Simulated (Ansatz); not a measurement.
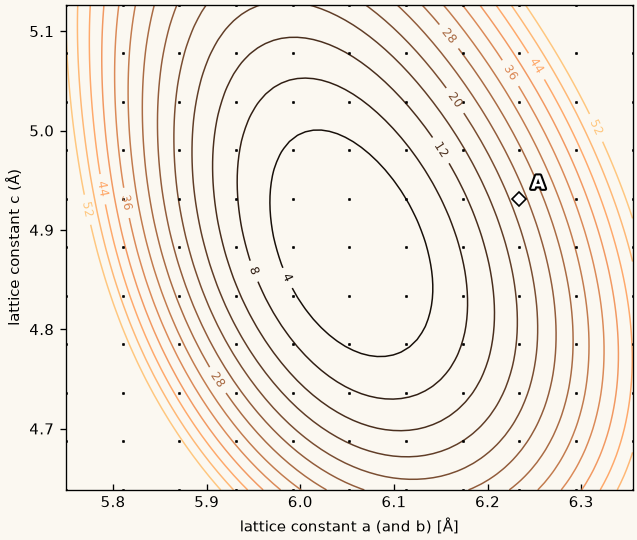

Al2Cu (I4/mcm, No. 140; 6 atoms in the cell). The energy is mapped over the lattice constants a and c of the conventional cell. Coordinates scanned: (1) lattice constant a (and b); (2) lattice constant c. Nothing is relaxed (fractional coordinates fixed). Grid: 11 × 11 points. Energies: meV/atom, counted from the lowest grid point. These are results of DFT PBE, scalar-relativistic, plane waves, PAW in Ansatz 0.2.0, not measurements. Settings: cutoff 520 eV, k-mesh 10×10×10, gaussian smearing 0.15 eV, no spin polarisation.

Drawn: contour lines labelled in meV/atom (none above 52), dots at the grid points, the point A. Between grid points the surface is interpolated.

Is A at rest? If not, where is it pushed?

Answer. A, at lattice constant a (and b) = 6.234 Å, lattice constant c = 4.931 Å, is not a stationary point. The computed force is 210 meV/atom for each Å towards smaller values of lattice constant a (and b) and 90 meV/atom for each Å towards smaller values of lattice constant c.

PAW datasets: the set soft_1.
